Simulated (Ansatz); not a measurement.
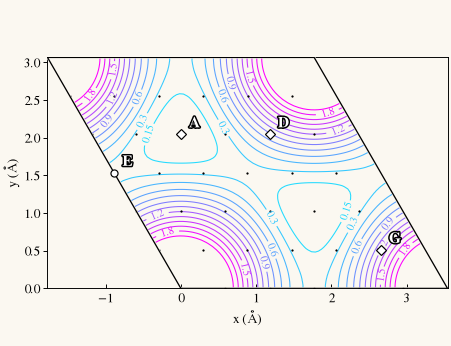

A bilayer of two PtS₂ sheets (1T type), the upper one turned by 180 degrees about the normal (6 atoms in the cell). The upper layer of a bilayer is slid over the lower one; relaxed at each slide: nothing; the origin of the map has S4 above S3; the distance between the facing planes is held at 3.64 Å. Places are given modulo a cell vector. The map is drawn in real space over the plane of the slide. The grid has 6 × 6 points; 7 points were computed and 29 follow by symmetry. All energies are given in meV/Å² relative to the lowest grid point. At a held distance the lowest stacking need not be the one that binds best once the distance relaxes. All numbers below come from DFT PBE+D3(BJ), scalar-relativistic, plane waves, PAW in Ansatz. Settings: cutoff 420 eV, k-mesh 9×9×1, gaussian smearing 0.05 eV, no spin polarisation.

The picture shows contour lines labelled in meV/Å² (none above 1.95), dots at the grid points, the outline of one cell of the plane, lettered points. Between grid points the surface is interpolated.

> Is D the lowest point of the computed grid?

No. D lies 0.87 meV/Å² above the lowest grid point, which is at (2/6, 4/6) of the cell vectors.

PAW datasets: the set soft_1.
